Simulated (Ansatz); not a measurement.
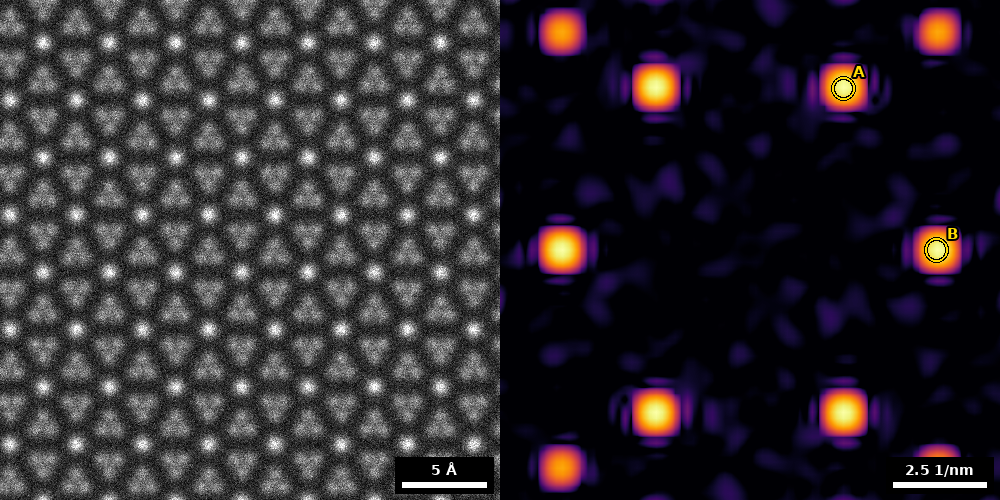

iDPC-like image of Si (Pm-3n, No. 223) along [111]. Simulated as the projected potential of neutral atoms (B = 0.5 Å²) blurred by a 0.50 Å probe, the thin-sample limit of integrated differential phase contrast. Shot noise was added. Atomic positions: a calculation's starting geometry; the starting structure was generated, so it need not be a known form of this composition.

The right panel is the modulus of the image's Fourier transform on a logarithmic scale.

a = 4.868 Å, b = 4.868 Å, c = 4.868 Å, α = 90.00°, β = 90.00°, γ = 90.00°

Index the marked spots and give their plane spacings (the zone axis points at the viewer; indices equivalent by symmetry, or all signs reversed, are as good).

A: (1 -2 1), d = 1.99 Å; B: (-1 -1 2), d = 1.99 Å. A and B enclose 60°, and every spot obeys the zone law hu + kv + lw = 0 for [111].
